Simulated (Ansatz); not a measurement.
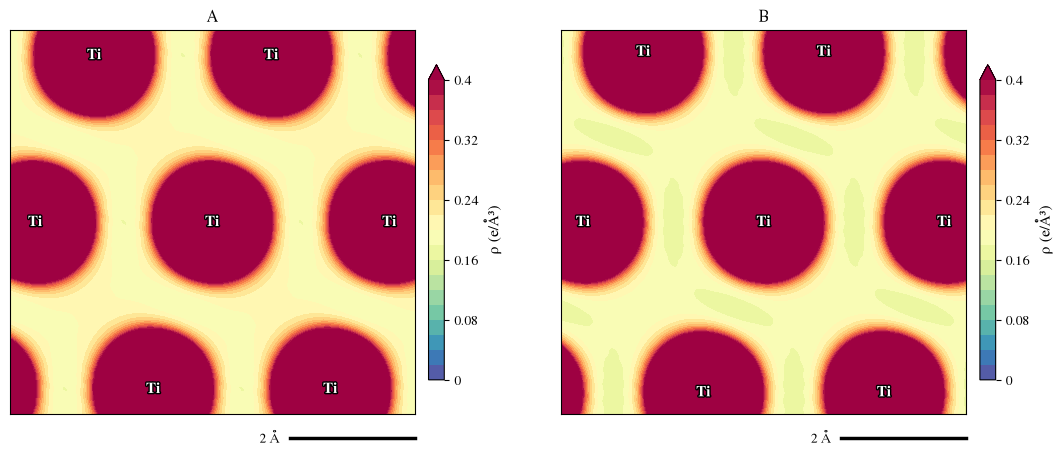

Ti. The valence electron density of two cells that differ in size, on the (11̄0) plane of each (indices in the axes of the calculation cell), at one length scale and on one colour scale; one has 17.3 and the other 18.4 Å³ an atom.

Theory: Kohn-Sham DFT of a periodic cell, CAM-B3LYP, Ansatz PAW (Ansatz 0.2.0).

The density is the valence pseudo-density of a PAW calculation; it isn't the true density close to the nuclei.

### Which is the denser cell? Describe the effect of the change.

Panel A is the smaller cell, by 6 % in volume. From the larger cell to the smaller, Ti–Ti goes from 2.88 to 2.82 Å, and the density at its midpoint from 0.17 to 0.18 e/Å³; the pressure goes from −9 to −1.7 GPa.
